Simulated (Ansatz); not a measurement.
System: Ti₂C, space group R-3m (No. 166).

The given structure:
```cif
data_structure
_symmetry_space_group_name_H-M 'P 1'
_symmetry_Int_Tables_number 1
_cell_length_a 5.0974
_cell_length_b 5.0974
_cell_length_c 5.0974
_cell_angle_alpha 34.856
_cell_angle_beta 34.856
_cell_angle_gamma 34.856
_cell_volume 38.62
loop_
_atom_site_label
_atom_site_type_symbol
_atom_site_fract_x
_atom_site_fract_y
_atom_site_fract_z
_atom_site_occupancy
Ti1 Ti 0.24577 0.24577 0.24577 1
Ti2 Ti 0.75423 0.75423 0.75423 1
C1 C 0.50000 0.50000 0.50000 1
```

Calculation (Ansatz 0.2.0): harmonic phonon frequencies at the zone centre with atoms at rest in the given cell, without the long-range term of polar modes, the three translations left out, imaginary frequencies are negative; plane waves with PAW datasets, Γ-centred k mesh. Level: PBEsol, no spin polarisation.

| setting | value |
| --- | --- |
| wave cutoff | 420 eV |
| k mesh | 18×18×18 |
| occupations | Fermi–Dirac |
| smearing width | 0.15 eV |
| pressure | 0 GPa |
| phonon method | linear response |

What does the calculation give for the zone-centre optical phonon frequencies (the three acoustic modes are left out)?

No frequency is imaginary, so the structure is stable to these displacements (zone-boundary modes weren't tested here). The highest mode lies at 650.5 cm⁻¹. The optical modes lie at 270.3 (×2), 351.5, 562.5, 650.5 (×2) cm⁻¹.

| frequency (cm⁻¹) |
| --- |
| 270.3 |
| 270.3 |
| 351.5 |
| 562.5 |
| 650.5 |
| 650.5 |

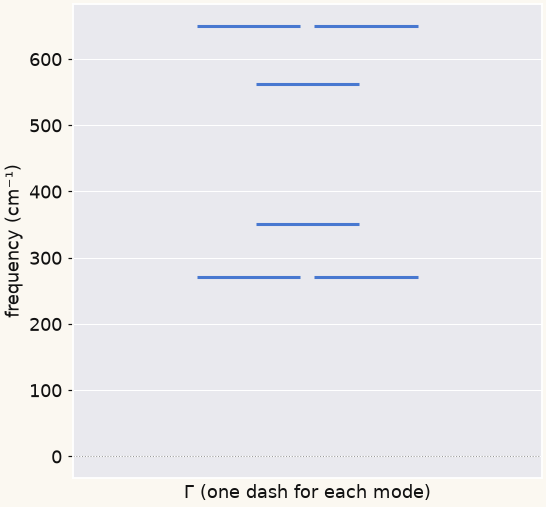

Keep in mind: metal sensitive to the k mesh.
